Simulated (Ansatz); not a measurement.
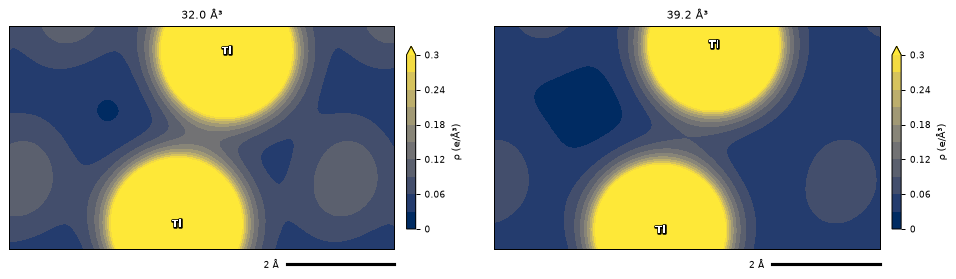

Tl. The valence electron density of cells scaled evenly to different volumes (given per atom above each panel), on the (001) plane of each (indices in the axes of the cell below), at one length scale and on one colour scale.

A generated structure, not necessarily the stable one.

All numbers below come from DFT, BLYP, plane waves (420 eV) with PAW, scalar-relativistic (Ansatz).

In a PAW calculation such maps are meaningful between the atoms, not at the nuclei.

The largest cell:

```yaml
crystal:
  lattice:
    - [-4.51048, 4.26316, 1.78152]
    - [4.26316, -4.51048, 1.78152]
    - [2.66518, 2.66518, -2.23449]
  atoms:
    - { symbol: Tl, position: [0.99454, 0.00546, 0.00000] }
    - { symbol: Tl, position: [0.75546, 0.24454, 0.50000] }
```

| volume (Å³/atom) | Tl–Tl contact in the plane (Å) | ρ at its midpoint (e/Å³) | 
| --- | --- | --- |
| 31.97 | 3.344 | 0.132 | 
| 36.33 | 3.489 | ? | 
| 39.23 | 3.580 | 0.090 | 

### Estimate the missing row, and compare with the calculation.

Over the known rows ln ρ falls by 1.62 per Å of Tl–Tl distance (the line through the two), which gives 0.104 e/Å³ at 3.489 Å; the calculation gives 0.104 e/Å³.
